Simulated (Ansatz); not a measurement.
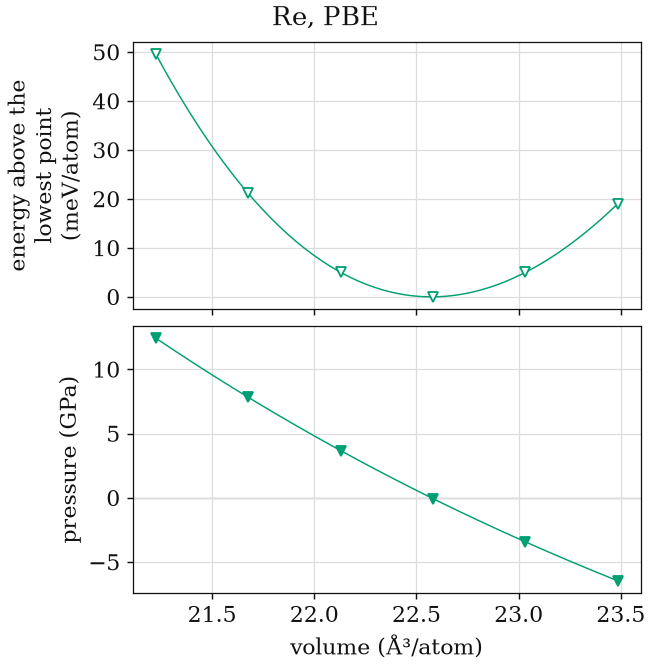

Plotted: energy above the lowest point and pressure against volume for Re, space group Fd-3m (No. 227) (one of a set of cubic test structures, which need not be the stable phase).

Method: equation of state of a cubic crystal from periodic Kohn-Sham density functional theory without spin, third-order Birch-Murnaghan fit to the free energies; pressure corrected for the finite basis (Ansatz 0.2.0 development build). Level: PBE.

structure type diamond; atoms in cell 2; space group number 227; lattice centring face-centred primitive; k mesh 17×17×17; occupation method Fermi–Dirac; occupation width 0.06123 eV; wave cutoff 560 eV; datasets hand-made PAW; density tolerance 1e−09 eV; bands 35; density cutoff ratio 4; search for lower states default.

Question: How stiff is the solid, and where is its volume at rest?

Answer: A third-order Birch–Murnaghan fit gives V0 = 22.57 Å³/atom, B0 = 177 GPa and B′ = 4.2.

Question: Read off the course of the pressure.

Answer: It falls from 12.4 GPa at volume 21.23 Å³/atom to −6.5 GPa at 23.48 Å³/atom, and changes sign near 22.57 Å³/atom.

Limits of the calculation: cubic model structure, not the ambient form.

The computed values:

```csv
volume (Å³/atom),energy above the lowest point (meV/atom),pressure (GPa)
21.23,49.5,12.4
21.68,21.1,7.8
22.13,5.0,3.7
22.58,0.0,-0.1
23.03,5.0,-3.4
23.48,19.0,-6.5
```
